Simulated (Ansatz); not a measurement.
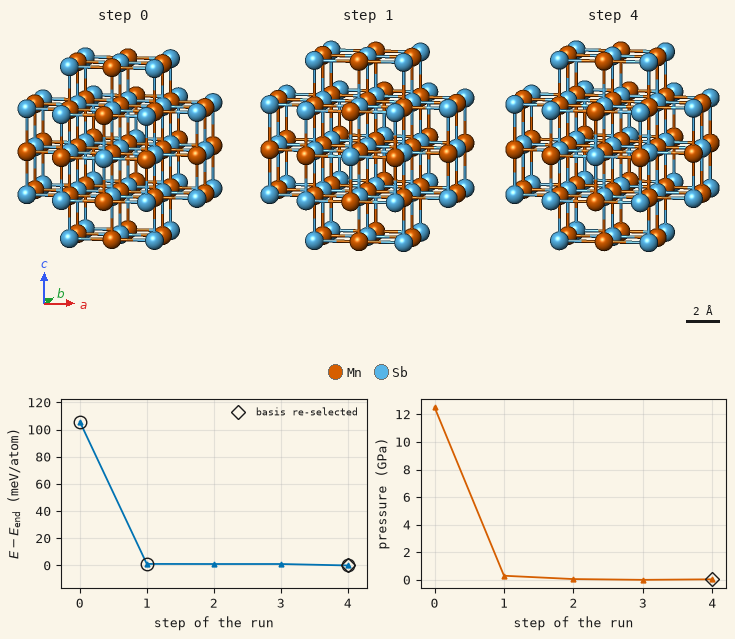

Frames of a relaxation of solid MnSb (a generated structure, set up in Fm-3m), marked on the history of the run. Style: ball-and-stick. Shown: the conventional cell (4 times the calculation's cell), slightly off an axis. Lengths and directions refer to the drawn axes.

Case: cell and atoms relaxed from a first guess.

Method: DFT, PBE, PAW with Ansatz's default frozen-core files, scalar-relativistic (Ansatz 0.2.0).

The input:
```yaml
crystal:
  lattice:
    - [0.0, 2.6522269105, 2.6522269105]
    - [2.6522269105, 0.0, 2.6522269105]
    - [2.6522269105, 2.6522269105, 0.0]
  atoms:
    - { symbol: Mn, position: [0.0, 0.0, 0.0], spin: 4.0 }
    - { symbol: Sb, position: [0.5, 0.5, 0.5] }
magnetization:
  spin_polarized: true
kpoints:
  mp_grid: { grid: [11, 11, 11] }
scf:
  occupations: { method: fermi_dirac, width: 0.03 }
hamiltonian:
  xc: pbe
  pseudopotentials: { kind: paw }
output:
  forces: true
  stress: true
relax:
  f_tol: 0.005
  max_steps: 80
  cell: {}
```

Launched with:
```bash
ansatz run input.yaml --threads 1 --pin off --max-ram 3072MiB --backend cpu --events-out ev --progress --plain --runs-dir out
```

Describe the path.

The atoms keep their places relative to the cell (all moves are under 0.005 Å). The volume changes by +15.9 %, with a = b = c 5.304 → 5.572 Å (+5.0 %). Near-neighbour distances that change, for instance: Mn1–Sb2 2.652 → 2.786 Å. The space group stays Fm-3m (No. 225). After 3 accepted moves (4 points after the start) the energy has fallen by 106 meV per atom. All forces vanish by symmetry, so only the cell relaxes. The pressure goes from 12.51 to 0.04 GPa. The SCF was repeated once at an unchanged geometry on a basis and grid sized afresh for the cell, which shifted the energy by 1.1 meV per atom at most. From step 0 to 1: volume +15.3 %, energy −105 meV per atom. From step 1 to 4: volume +0.5 %, energy −1.1 meV per atom.
